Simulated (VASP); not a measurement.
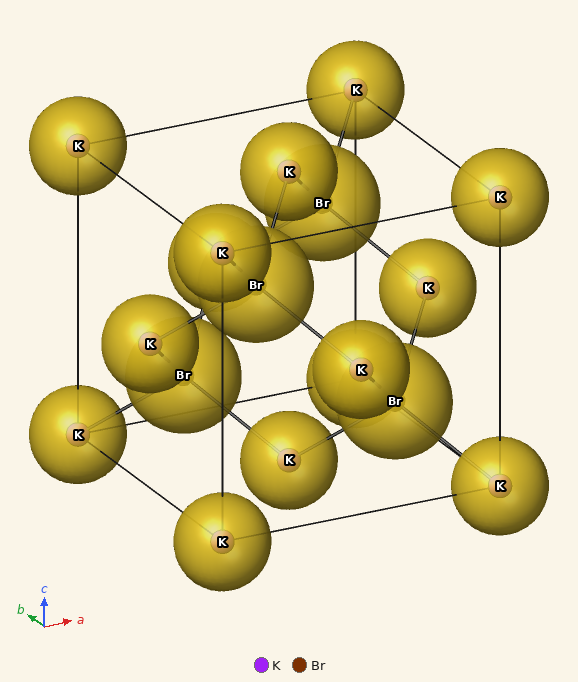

Figure. KBr. Isosurface of the valence charge density (pseudo) at 0.15 e/Å³ (yellow), seen at an oblique angle. Sticks mark near contacts.

Space group F-43m; started from the zincblende prototype, which need not be the ambient phase; changed on purpose from its base cell (hydrostatic strain +4.0%).

All numbers below come from DFT, r2SCAN, plane waves, PAW (VASP).

The density is the valence pseudo-density of a PAW calculation; it isn't the true density close to the nuclei.

```xyz
8
Lattice="7.6717 0.0000 0.0000 0.0000 0.0000 -7.6717 0.0000 7.6717 0.0000" Properties=species:S:1:pos:R:3 pbc="T T T"
K     3.8358    0.0000   -3.8358
K     0.0000    3.8358   -3.8358
K     0.0000    0.0000    0.0000
K     3.8358    3.8358    0.0000
Br    1.9179    1.9179   -5.7537
Br    5.7537    5.7537   -5.7537
Br    5.7537    1.9179   -1.9179
Br    1.9179    5.7537   -1.9179
```

### How is the density connected at this value?

At this value the density breaks into separate islands; it holds about 85 % of the electrons treated as valence. It bridges none of the near contacts. It is pinched off along the sampled K–Br (3.32 Å) contacts. On the grid the lowest density along these lines, outside the cores, is 0.07 e/Å³ (K–Br, 3.32 Å).
